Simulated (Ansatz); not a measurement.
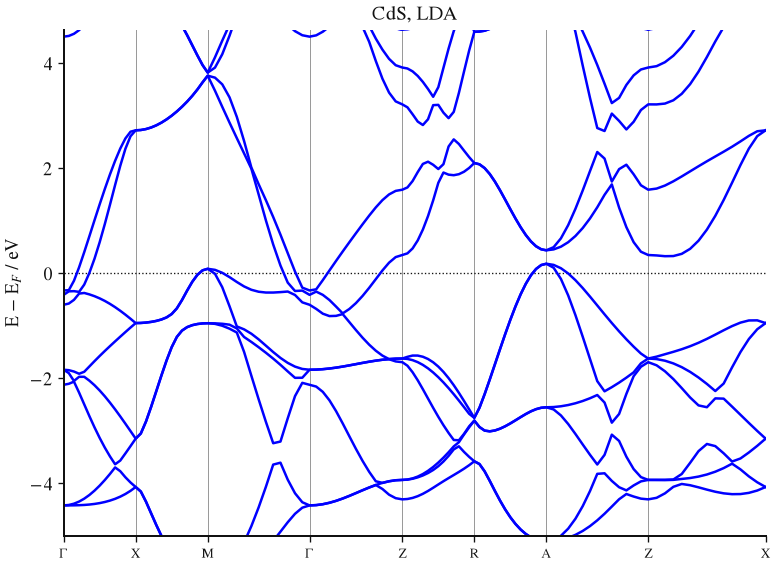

Band structure. Energies are counted from the Fermi level. The path runs straight from each named point to the next.

The material is CdS, space group P4/nmm, 4 atoms in the cell; a = 4.98 Å, b = 4.98 Å, c = 3.87 Å, α = 90.00°, β = 90.00°, γ = 90.00°.

Ansatz 0.2.0; DFT, LDA, PAW with Ansatz's default frozen-core files, scalar-relativistic, no spin polarisation, 10×10×8 k mesh, 420 eV cutoff.

Q: Does this material conduct, going by its bands?

A: A metal: 4 bands cross the Fermi level along this path.

Q: On which lines of the path do bands cross the Fermi level?

A: Bands cross the Fermi level on Γ–X, X–M, M–Γ, Γ–Z, R–A and A–Z, and not on Z–R and Z–X.
